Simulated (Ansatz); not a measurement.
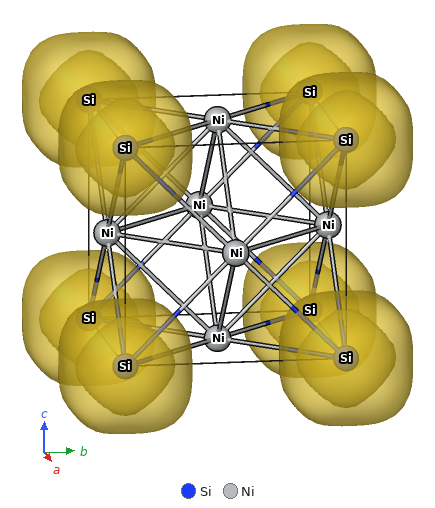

SiNi3. Isosurface of the electron localisation function at 0.55 (yellow), seen at an oblique angle. Core shells and regions of very low density are left out. Sticks mark near contacts.

Space group Pm-3m; changed on purpose from its base cell (volume × 1.06); computed pressure about −11 GPa in this cell; computed without spin polarisation.

Method: DFT PBE, scalar-relativistic, plane waves, PAW (Ansatz).

In a PAW calculation such maps are meaningful between the atoms, not at the nuclei.

Q: Describe the localisation domains.

A: The ELF exceeds this value in one region wrapped around Si (its valence shell), counted in one cell of 4 atoms. Regions shared between cells count once. Profiles from the grid: Si–Ni (2.53 Å): the ELF peaks at about 0.65 in the valence shell of Si, 0.9 Å from its nucleus, and is about 0.40 at the midpoint. Ni–Ni (2.53 Å): the ELF is about 0.25 at the midpoint; no shared electron pair shows on this line.
